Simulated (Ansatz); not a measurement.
## Ta$_{36}$N$_{17}$: single-point calculation (part 2 of 2)

Ta$_{36}$N$_{17}$ (defect cell, 53 atoms in the cell); DFT PBE, scalar-relativistic, plane waves, PAW, spin-polarised (Ansatz 0.2.0); cutoff 420 eV, 3×3×1 k-mesh, Gaussian smearing of 0.05 eV, collinear spins. The structure derives from a Materials Project entry.

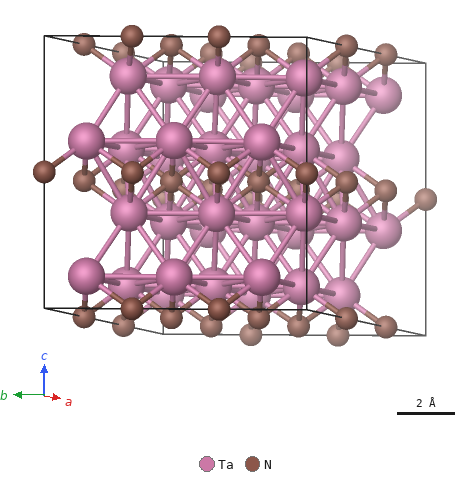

Fig. 1: The structure as given in the input (ball-and-stick view of the cell of the calculation, seen at an oblique angle). An atom can appear more than once, as a periodic image.

Log, continued
```
  k-point 0 ↑: bands = ["-49.2449", "-49.2226", "-49.2175", "-49.2173", "-49.2042", "-49.2041", "-49.2039", "-49.1994", "-49.1935", "-49.1909", ... 86 levels left out ..., "-15.5949", "-15.5932", "-15.5932", "-15.5838", "-15.5838", "-15.5827", "-15.5826", "-15.5696", "-15.5695", "-15.5348", "-15.5347", "-15.5308", "-15.5308", "-15.5201", "-15.5184", "-15.5183", "-15.4977", "-15.4976", "-15.4866", "-15.4863", "-15.4753", "-15.4753", "-15.4708", "-15.4587", "-15.4587", "-15.4399", "-15.4398", "-15.4241", "-15.4240",
      "-15.4002", "-15.3723", "-15.3500", "-15.3500", "-15.3481", "-15.3422", "-15.3314", "-15.3311", "-15.3055", "-15.2838", "-15.2837", "-15.2355", "-15.2292", "-15.2292", "-15.0921", "-15.0917", "-15.0665", "-15.0476", "-15.0476", "2.0424", "2.2934", "2.6145", "2.6381", "2.6578", "2.6583", "2.6759", "2.6765", "2.7126", "2.7399", "2.7401", "2.7534", "2.7537", "2.8706", "2.9013", "2.9105", "2.9836", "10.4770", "11.1170", "11.1520", "11.1617",
      "11.1618", "11.1854", "11.2211", "11.2213", "11.3540", "11.3725", "11.3726", "11.4855", "11.5616", "11.5617", "11.8093", "11.8095", "11.8910", "11.8913", "12.1395", "12.1395", "12.4128", "12.4130", "12.5590", "12.5929", "12.6036", "12.6037", "12.6332", "12.6335", "12.6620", "12.6912", "12.6913", "12.7894", "12.7895", "13.0045", "13.0793", "13.1563", "13.1635", "13.1643", "13.1717", "13.2098", "13.2099", "13.2537", "13.2595", "13.2659",
      "13.2665", "13.3316", "13.3706", "13.3706", "13.3781", "13.3783", "13.4434", "14.0673", "15.2958", "15.3317", "15.3533", "15.3537", "15.4105", "15.4107", "15.7458", "15.9665", "15.9667", "15.9820", "16.0612", "16.0613", "16.1035", "16.1100", "16.3262", "16.3989", "16.3993", "16.4530", "16.4777", "16.5104", "16.5106", "16.5225", "16.5580", "16.5581", "16.6916", "16.6918", "16.7052", "16.7248", "16.7249", "16.7916", "16.8301", "16.8303",
      "16.9970", "16.9983", "17.0590", "17.3870", "17.3875", "17.5047", "17.5425", "17.5426", "17.5669", "17.5674", "17.6300", "17.6373", "17.6376", "17.6379", "17.6992", "17.6997", "17.7120", "17.7126", "18.2570", "18.3742", "18.3744", "18.4555", "18.5712", "18.5728", "18.8352", "19.2633", "19.2637", "19.5691", "19.5696", "19.7013", "19.7039", "19.7585", "19.7592", "19.8301", "19.8305", "19.9782", "20.0011", "20.0013", "20.0177", "20.0263",
      "20.0594", "20.0599", "20.1116", "20.1870", "20.1877", "20.1881", "20.1882", "20.2210", "20.2594", "20.2757", "20.2760"]
  k-point 1 ↑: bands = ["-49.2413", "-49.2296", "-49.2177", "-49.2141", "-49.2071", "-49.2039", "-49.2019", "-49.1966", "-49.1958", "-49.1910", ... 86 levels left out ..., "-15.5963", "-15.5859", "-15.5859", "-15.5793", "-15.5638", "-15.5616", "-15.5579", "-15.5576", "-15.5470", "-15.5467", "-15.5365", "-15.5359", "-15.5318", "-15.5294", "-15.5276", "-15.5250", "-15.5192", "-15.5182", "-15.5052", "-15.5040", "-15.4947", "-15.4918", "-15.4838", "-15.4791", "-15.4653", "-15.4522", "-15.4464", "-15.4270", "-15.4228",
      "-15.4141", "-15.3668", "-15.3550", "-15.3505", "-15.3448", "-15.3389", "-15.3278", "-15.3268", "-15.2945", "-15.2826", "-15.2790", "-15.2493", "-15.2403", "-15.2295", "-15.1120", "-15.0959", "-15.0651", "-15.0566", "-15.0475", "2.1591", "2.3602", "2.4248", "2.5506", "2.5745", "2.6037", "2.6816", "2.7322", "2.7472", "2.7699", "2.7724", "2.8406", "2.8497", "2.8506", "2.8668", "2.8944", "2.9416", "10.7975", "10.9747", "11.1373", "11.2108",
      "11.2253", "11.3656", "11.3695", "11.3833", "11.4252", "11.4626", "11.5035", "11.5086", "11.5181", "11.6428", "11.7062", "11.7882", "11.8670", "12.0286", "12.1125", "12.2898", "12.3040", "12.3419", "12.4262", "12.4301", "12.4924", "12.5826", "12.5851", "12.7218", "12.7536", "12.7709", "12.7832", "12.7878", "12.8986", "12.9040", "12.9395", "12.9427", "12.9669", "12.9708", "12.9892", "13.0357", "13.0657", "13.0860", "13.0945", "13.1211",
      "13.1238", "13.1543", "13.2138", "13.2772", "13.3071", "13.3495", "13.4050", "14.7681", "15.0046", "15.3792", "15.3914", "15.4868", "15.6991", "15.7574", "15.8157", "15.8539", "15.8791", "15.9497", "16.1262", "16.1725", "16.2671", "16.3283", "16.3386", "16.4588", "16.4927", "16.4985", "16.5614", "16.5888", "16.5985", "16.6714", "16.6738", "16.6971", "16.7765", "16.7987", "16.8281", "16.8737", "16.8843", "16.9452", "16.9576", "16.9962",
      "17.0737", "17.0750", "17.1264", "17.2055", "17.2265", "17.3462", "17.3571", "17.4395", "17.4400", "17.4831", "17.5061", "17.5385", "17.5739", "17.6097", "17.6377", "17.7205", "17.7442", "17.7988", "17.8962", "17.9230", "18.0823", "18.3430", "18.5806", "18.6052", "18.6647", "18.7809", "18.7824", "18.9333", "18.9739", "19.2636", "19.3633", "19.3931", "19.4270", "19.4899", "19.5170", "19.5448", "19.6094", "19.6788", "19.8135", "19.8831",
      "20.1807", "20.2418", "20.2870", "20.3369", "20.3914", "20.3961", "20.4686", "20.4691", "20.5111", "20.5572", "20.6292"]
  k-point 2 ↑: bands = ["-49.2413", "-49.2296", "-49.2176", "-49.2141", "-49.2072", "-49.2038", "-49.2020", "-49.1966", "-49.1958", "-49.1909", ... 86 levels left out ..., "-15.5963", "-15.5859", "-15.5858", "-15.5793", "-15.5638", "-15.5617", "-15.5579", "-15.5576", "-15.5469", "-15.5468", "-15.5366", "-15.5359", "-15.5318", "-15.5293", "-15.5276", "-15.5250", "-15.5192", "-15.5182", "-15.5052", "-15.5040", "-15.4947", "-15.4918", "-15.4838", "-15.4791", "-15.4653", "-15.4523", "-15.4464", "-15.4270", "-15.4227",
      "-15.4141", "-15.3668", "-15.3551", "-15.3507", "-15.3447", "-15.3389", "-15.3279", "-15.3266", "-15.2947", "-15.2823", "-15.2791", "-15.2494", "-15.2403", "-15.2295", "-15.1117", "-15.0962", "-15.0650", "-15.0565", "-15.0476", "2.1591", "2.3603", "2.4248", "2.5505", "2.5745", "2.6037", "2.6816", "2.7323", "2.7473", "2.7701", "2.7723", "2.8406", "2.8497", "2.8506", "2.8668", "2.8944", "2.9416", "10.7975", "10.9747", "11.1373", "11.2109",
      "11.2252", "11.3656", "11.3694", "11.3832", "11.4252", "11.4627", "11.5034", "11.5084", "11.5182", "11.6429", "11.7063", "11.7883", "11.8670", "12.0285", "12.1125", "12.2898", "12.3039", "12.3419", "12.4264", "12.4302", "12.4924", "12.5828", "12.5849", "12.7218", "12.7535", "12.7709", "12.7831", "12.7879", "12.8988", "12.9038", "12.9395", "12.9426", "12.9669", "12.9709", "12.9891", "13.0358", "13.0655", "13.0861", "13.0944", "13.1211",
      "13.1237", "13.1543", "13.2140", "13.2776", "13.3067", "13.3495", "13.4050", "14.7682", "15.0048", "15.3792", "15.3914", "15.4870", "15.6987", "15.7573", "15.8157", "15.8539", "15.8791", "15.9497", "16.1262", "16.1723", "16.2671", "16.3282", "16.3388", "16.4588", "16.4926", "16.4986", "16.5615", "16.5885", "16.5985", "16.6713", "16.6738", "16.6973", "16.7764", "16.7986", "16.8281", "16.8740", "16.8843", "16.9451", "16.9577", "16.9961",
      "17.0737", "17.0753", "17.1262", "17.2054", "17.2265", "17.3459", "17.3570", "17.4395", "17.4400", "17.4832", "17.5061", "17.5385", "17.5738", "17.6097", "17.6378", "17.7206", "17.7444", "17.7989", "17.8960", "17.9232", "18.0820", "18.3422", "18.5816", "18.6056", "18.6647", "18.7807", "18.7832", "18.9338", "18.9745", "19.2634", "19.3635", "19.3927", "19.4271", "19.4891", "19.5169", "19.5447", "19.6089", "19.6788", "19.8143", "19.8834",
      "20.1808", "20.2416", "20.2872", "20.3366", "20.3909", "20.3961", "20.4686", "20.4688", "20.5108", "20.5568", "20.6288"]
  k-point 4 ↓: bands = ["-49.2413", "-49.2295", "-49.2178", "-49.2141", "-49.2070", "-49.2040", "-49.2019", "-49.1966", "-49.1958", "-49.1911", ... 86 levels left out ..., "-15.5963", "-15.5859", "-15.5859", "-15.5794", "-15.5638", "-15.5615", "-15.5580", "-15.5576", "-15.5470", "-15.5467", "-15.5366", "-15.5358", "-15.5317", "-15.5294", "-15.5276", "-15.5250", "-15.5192", "-15.5182", "-15.5052", "-15.5041", "-15.4947", "-15.4918", "-15.4838", "-15.4791", "-15.4653", "-15.4521", "-15.4464", "-15.4270", "-15.4228",
      "-15.4141", "-15.3667", "-15.3550", "-15.3505", "-15.3449", "-15.3389", "-15.3278", "-15.3268", "-15.2946", "-15.2824", "-15.2790", "-15.2494", "-15.2403", "-15.2295", "-15.1119", "-15.0959", "-15.0651", "-15.0566", "-15.0475", "2.1591", "2.3602", "2.4248", "2.5505", "2.5745", "2.6037", "2.6816", "2.7322", "2.7472", "2.7700", "2.7724", "2.8406", "2.8496", "2.8507", "2.8668", "2.8944", "2.9415", "10.7975", "10.9746", "11.1373", "11.2109",
      "11.2252", "11.3657", "11.3695", "11.3832", "11.4251", "11.4627", "11.5034", "11.5085", "11.5183", "11.6428", "11.7063", "11.7882", "11.8671", "12.0287", "12.1125", "12.2900", "12.3038", "12.3419", "12.4261", "12.4302", "12.4924", "12.5827", "12.5852", "12.7220", "12.7536", "12.7710", "12.7830", "12.7878", "12.8987", "12.9038", "12.9394", "12.9430", "12.9669", "12.9708", "12.9892", "13.0358", "13.0657", "13.0861", "13.0945", "13.1211",
      "13.1237", "13.1543", "13.2136", "13.2772", "13.3070", "13.3494", "13.4048", "14.7681", "15.0048", "15.3792", "15.3914", "15.4868", "15.6990", "15.7574", "15.8157", "15.8540", "15.8790", "15.9498", "16.1262", "16.1725", "16.2671", "16.3284", "16.3387", "16.4584", "16.4926", "16.4985", "16.5615", "16.5887", "16.5985", "16.6713", "16.6739", "16.6974", "16.7764", "16.7985", "16.8281", "16.8739", "16.8845", "16.9451", "16.9577", "16.9960",
      "17.0738", "17.0752", "17.1263", "17.2055", "17.2264", "17.3460", "17.3572", "17.4395", "17.4399", "17.4831", "17.5063", "17.5381", "17.5736", "17.6096", "17.6379", "17.7208", "17.7445", "17.7987", "17.8964", "17.9230", "18.0822", "18.3425", "18.5812", "18.6054", "18.6648", "18.7806", "18.7828", "18.9335", "18.9743", "19.2637", "19.3631", "19.3931", "19.4273", "19.4899", "19.5168", "19.5448", "19.6091", "19.6791", "19.8142", "19.8830",
      "20.1808", "20.2418", "20.2872", "20.3364", "20.3914", "20.3956", "20.4689", "20.4693", "20.5107", "20.5570", "20.6288"]
--- Löwdin populations: 53 sites ---
  site symbol       q [e]    m [muB]
     0     Ta     12.5656     0.0000
     1     Ta     12.6611     0.0000
     2     Ta     12.5527     0.0000
     3     Ta     12.5492     0.0000
     4     Ta     12.5528     0.0000
     5     Ta     12.5492     0.0000
     6     Ta     12.5543     0.0000
     7     Ta     12.5543     0.0000
     8     Ta     12.5544     0.0000
     9     Ta     12.5542     0.0000
    10     Ta     12.5527     0.0000
    11     Ta     12.5492     0.0000
    12     Ta     12.5655     0.0000
    13     Ta     12.6610     0.0000
    14     Ta     12.5541     0.0000
    15     Ta     12.5542     0.0000
    16     Ta     12.5656     0.0000
    17     Ta     12.6610     0.0000
    18     Ta     12.6610     0.0000
    19     Ta     12.5656     0.0000
    20     Ta     12.5542     0.0000
    21     Ta     12.5542     0.0000
    22     Ta     12.6610     0.0000
    23     Ta     12.5658     0.0000
    24     Ta     12.5492     0.0000
    25     Ta     12.5528     0.0000
    26     Ta     12.5543     0.0000
    27     Ta     12.5540     0.0000
    28     Ta     12.5542     0.0000
    29     Ta     12.5543     0.0000
    30     Ta     12.5493     0.0000
    31     Ta     12.5526     0.0000
    32     Ta     12.5491     0.0000
    33     Ta     12.5527     0.0000
    34     Ta     12.6610     0.0000
    35     Ta     12.5655     0.0000
    36      N      5.6479    -0.0000
    37      N      5.6707    -0.0000
    38      N      5.6807    -0.0000
    39      N      5.6707    -0.0000
    40      N      5.6806    -0.0000
    41      N      5.6707    -0.0000
    42      N      5.6804    -0.0000
    43      N      5.6707    -0.0000
    44      N      5.6804    -0.0000
    45      N      5.6828    -0.0000
    46      N      5.6821    -0.0000
    47      N      5.6707    -0.0000
    48      N      5.6806    -0.0000
    49      N      5.6828    -0.0000
    50      N      5.6822    -0.0000
    51      N      5.6708    -0.0000
    52      N      5.6805    -0.0000
  spilling = 0.007039 (of n_electrons = 553.000000)
--- Band densities, each state counted as filled ---
  window                                       electrons  max residual (eV)  cut levels
  e_range: [-0.25, 0.25]             7.333333 + 7.333333             4.1e-6           0
  e_range: [-1.2, 0]               10.555556 + 10.555556             7.3e-6           0
  e_range: [0, 1.2]                18.777778 + 18.777778             4.2e-6           0
```

Key numbers

| quantity | value |
| --- | --- |
| outcome | converged |
| electrons treated | 553 |
| free energy | −364130.7513 eV |
| Fermi energy | 19.368 eV |
| gap on the k-point mesh | none (metallic) |
| net moment of the cell | 0.00 μB |
| integrated absolute moment | 0.00 μB |
| largest force (length of the vector) | 0.044 eV/Å |
| wall time | 12 min (CPU time 1.5 h) |
| peak memory | 10 GiB |

Notes

The program warns: the state was not tested for a lower one. Spin–orbit coupling is left out, which matters for Ta. The k-point mesh is coarse for a cell of this size, so the results may not be converged.
